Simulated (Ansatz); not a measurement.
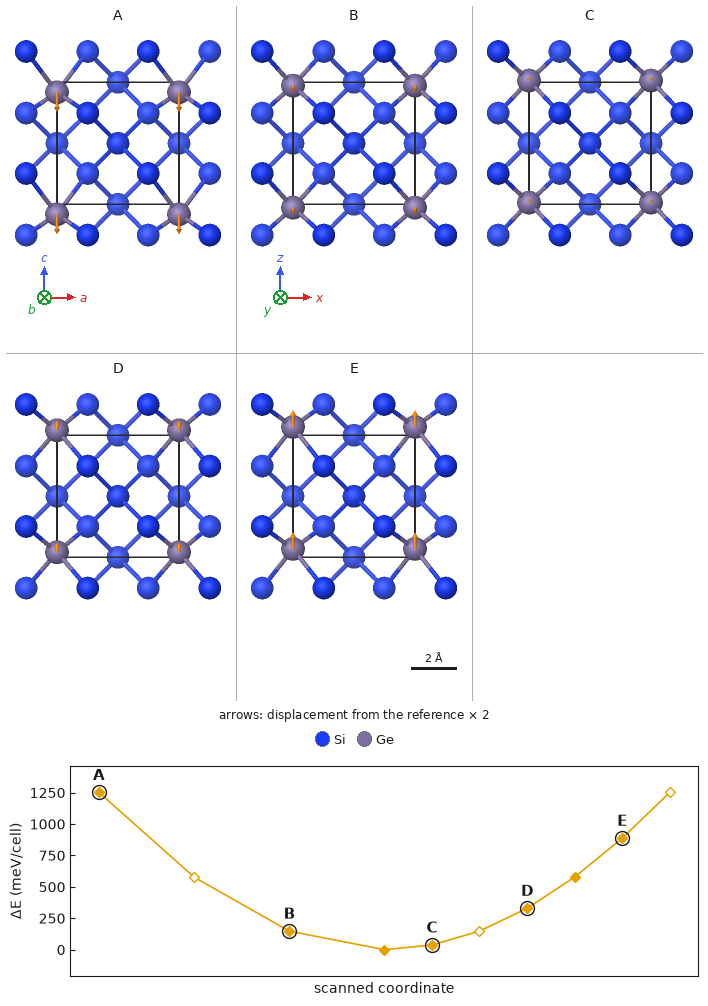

Frames of a one-coordinate scan of crystalline Si$_{7}$Ge (P-43m). Hollow markers are points alike by symmetry, not computed again. The picture is a ball-and-stick view of the cell of the calculation, seen along the b axis. Orange arrows: displacements from the reference.

Computed with DFT r2SCAN, scalar-relativistic, plane waves, PAW in Ansatz. Settings: plane-wave cutoff 500 eV; k-point mesh 6 × 6 × 6; occupations gaussian; smearing width 0.05 eV; no spin polarisation. Energies (free energies at the smearing named) are counted from the relaxed crystal.

Which coordinate changes from frame to frame?

Answer. The Ge atom (one in each cell of 8 atoms) is moved along Cartesian [0 0 1], all else fixed. In the frames the displacement is −0.45 Å (A), −0.15 Å (B), 0.075 Å (C), 0.225 Å (D), 0.375 Å (E). Of the computed points the lowest is at the displacement 0.00 Å, 0 meV/cell. The curvature at zero is about 13 eV/Å². The well is symmetric. At the highest point the shortest interatomic distance is 2.16 Å, against 2.36 Å in the reference. The distortion takes the space group from P-43m to Cmm2.
